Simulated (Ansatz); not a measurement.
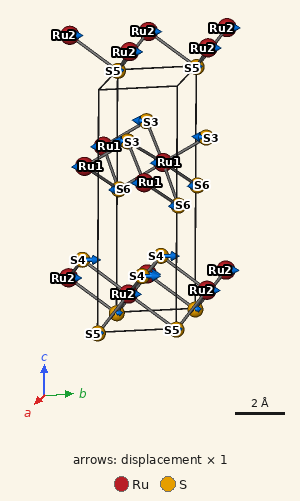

A relaxation of crystalline RuS2 (built on the SnS2-186 type type). The starting structure is drawn; blue arrows show the displacements (the part carried along by the change of the cell is left out), at their true length.

Style: ball-and-stick. Shown: the cell of the calculation, slightly off an axis.

Case: shaken.

The calculation used Ansatz 0.2.0, DFT, PBEsol, plane waves, PAW. (plane-wave cutoff 420 eV; k-point mesh 6 × 6 × 2; occupations fermi dirac; smearing width 0.05 eV; no spin polarisation; cell and atoms relaxed; force threshold 0.01 eV/Å; at most 120 steps)

> Which element moves most?

Sulfur: up to 0.80 Å, against 0.58 Å for ruthenium.

> What happened in the run?

The energy falls by 117 meV per atom in 13 accepted moves (15 points after the start). The largest force component goes from 2 to 0.0015 eV/Å. Pressure: 4.58 GPa at the start and 0.00 GPa at the end. The SCF was repeated twice at an unchanged geometry on a basis and grid sized afresh for the cell, which shifted the energy by 0.8 meV per atom at most. The atom that moves furthest relative to the cell is S4 (0.80 Å along [1 2 0]). Largest moves by element: S 0.80 Å, Ru 0.58 Å. The volume changes by −1.7 %, with a 3.400 → 2.994 Å (−11.9 %), b 3.380 → 3.569 Å (+5.6 %), c 10.216 → 10.237 Å (+0.2 %), α 91.1° → 90.1°, β 91.2° → 90.0°, γ 120.6° → 114.8°. Some distances before and after: Ru1–S3 2.157 → 2.338 Å, Ru2–S5 2.455 → 2.339 Å, Ru1–S6 2.235 → 2.339 Å, Ru2–S4 2.268 → 2.363 Å. Bond angles that change, for instance: S4–Ru2–S5 84.4° → 101.4°, Ru2–S4–Ru2 94.7° → 78.6°, S4–Ru2–S4 94.7° → 78.6°. Within 0.06 Å the space group is P1 at the start and Cmce at the end; at a tighter tolerance small leftover displacements or strains of the cell lower it.

Limits of the set-up: layers or molecules are held without a dispersion correction, so their spacing is unreliable.
